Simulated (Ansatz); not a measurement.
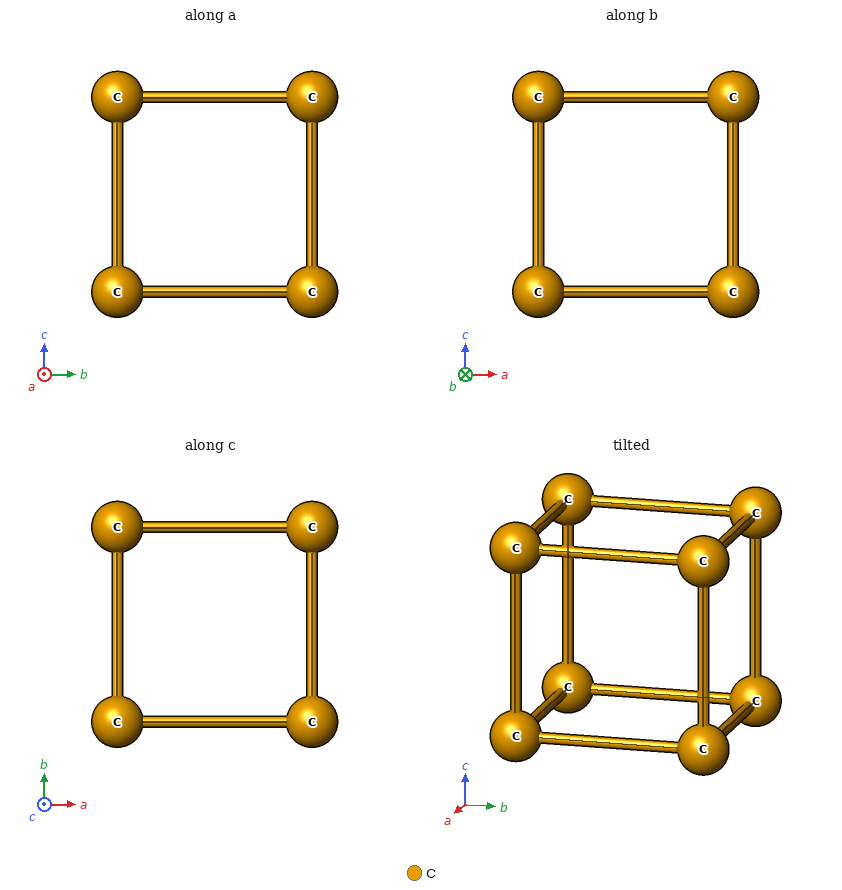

The image is a ball-and-stick drawing of a crystal, viewed along the a axis, along the b axis, along the c axis and slightly off an axis. The edges of the conventional unit cell are marked.

Lattice parameters: a = 1.7700 Å, b = 1.7700 Å, c = 1.7700 Å, α = 90.000°, β = 90.000°, γ = 90.000°.

**Transcribe the picture into a CIF with its space group and independent sites.**

```cif
data_structure
_symmetry_space_group_name_H-M 'P m -3 m'
_symmetry_Int_Tables_number 221
_cell_length_a 1.7700
_cell_length_b 1.7700
_cell_length_c 1.7700
_cell_angle_alpha 90.000
_cell_angle_beta 90.000
_cell_angle_gamma 90.000
_cell_volume 5.54
loop_
_atom_site_label
_atom_site_type_symbol
_atom_site_symmetry_multiplicity
_atom_site_Wyckoff_symbol
_atom_site_fract_x
_atom_site_fract_y
_atom_site_fract_z
_atom_site_occupancy
C1 C 1 a 0.0000 0.0000 0.0000 1
```

The model was built from a structure type filled with this element by a generator (whether the element takes this form wasn't checked). Earlier steps of the study may have refined or changed the cell and positions. Ansatz was used for an electronic-structure calculation on it.
